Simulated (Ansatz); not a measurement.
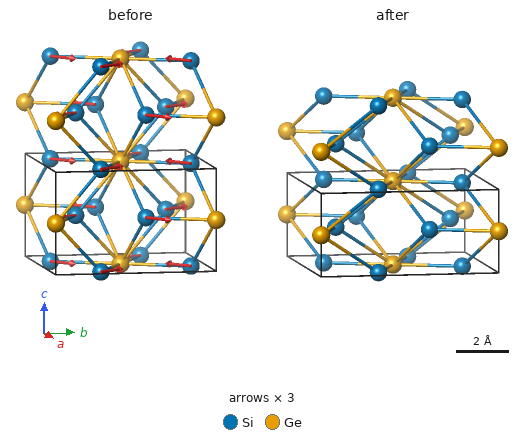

The structure of crystalline Si₄Ge (a generated structure, set up in I4/m) before (left) and after (right) a relaxation, at one scale. The red arrows give the displacements (the part carried along by the change of the cell is left out), magnified 3 times.

The picture is a ball-and-stick view of the conventional cell (2 times the calculation's cell), repeated 1 × 1 × 2 with one cell outlined, seen slightly off an axis. Lengths and directions refer to the drawn axes.

Level of theory: Ansatz 0.2.0, DFT PBE, scalar-relativistic, plane waves, PAW.

Input file:
```yaml
crystal:
  lattice:
    - [-3.16317992, 3.16317992, 2.00057064]
    - [3.16317992, -3.16317992, 2.00057064]
    - [3.16317992, 3.16317992, -2.00057064]
  atoms:
    - { symbol: Si, position: [0.1, 0.7, 0.8] }
    - { symbol: Si, position: [0.9, 0.3, 0.2] }
    - { symbol: Si, position: [0.7, 0.9, 0.6] }
    - { symbol: Si, position: [0.3, 0.1, 0.4] }
    - { symbol: Ge, position: [0.5, 0.5, 0.0] }
basis:
  ecutwfc: 420
kpoints:
  mp_grid: { grid: [12, 12, 12] }
hamiltonian:
  xc: pbe
scf:
  occupations: { method: gaussian, width: 0.1 }
output:
  forces: true
  stress: true
  eigenvalues: true
relax:
  adjacent_minimum: "off"
  f_tol: 0.01
  max_steps: 80
  cell: { stress_tol: 0.05 }
```

Launched with:
```bash
ansatz run input.yaml --threads 1 --pin off --max-ram 2560MiB --backend cpu --events-out ev --progress --plain --runs-dir out
```

Question: Summarise the run.

Answer: The largest moves relative to the cell, 0.44 Å, are those of Si1, Si2, Si3 and Si4. Si2 goes roughly along [1 1 0]. Ge stays in place. The volume changes by −0.3 %, with a = b 6.326 → 7.008 Å (+10.8 %), c 4.001 → 3.252 Å (−18.7 %). Near-neighbour distances that change, for instance: Si1–Si3 2.829 → 3.723 Å, Si1–Ge5 2.829 → 3.094 Å, Si1–Ge5 (another image) 2.829 → 2.741 Å. The space group stays I4/m (No. 87). After 17 accepted moves (19 points after the start) the energy has fallen by 102 meV per atom. Largest force component: 0.19 eV/Å at the start, 0.00095 eV/Å at the end. The pressure goes from −1.54 to 0.01 GPa. At 2 points the geometry stayed and the basis and grid were re-selected for the new cell (energy shift of 1.6 meV per atom at most each time).
